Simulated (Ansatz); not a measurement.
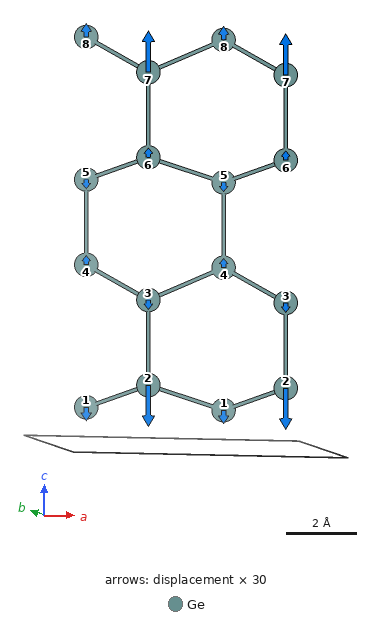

This is a relaxation of a slab of composition Ge (cut from the P6_3/mmc phase). The starting structure is drawn; blue arrows show the displacements, magnified 30 times.

Style: ball-and-stick. Shown: the 2 × 1 repeat of the cell, outlined in the plane, without the vacuum, slightly off an axis.

Case: (0 0 1) slab, atoms relaxed. The slab is the (0 0 1) face of Ge.

These are results of DFT PBEsol, scalar-relativistic, plane waves, PAW in Ansatz, not measurements. Set-up: plane-wave cutoff 420 eV; k-point mesh 9 × 9 × 1; occupations gaussian; smearing width 0.1 eV; no spin polarisation; dipole correction; atoms relaxed in a fixed cell; force threshold 0.02 eV/Å; at most 60 steps.

> Describe the change and its energy.

Over 2 geometry steps the energy falls by 10.2 meV per cell of the calculation. Largest force component: 0.24 eV/Å at the start, 0.019 eV/Å at the end. The largest moves relative to the layer's centre, 0.041 Å, are those of Ge2 and Ge7. Ge7 goes along the normal (+c). The cell stays as it was. Among the contacts that change: Ge2–Ge3 2.468 → 2.499 Å, Ge4–Ge5 2.468 → 2.449 Å, Ge1–Ge2 2.452 → 2.443 Å, Ge3–Ge4 2.452 → 2.459 Å. Cost: 2.6 min on 1 thread of Intel(R) Xeon(R) Processor @ 2.50GHz (Skylake/Cascade Lake) (shared host), peak memory 0.63 GiB.
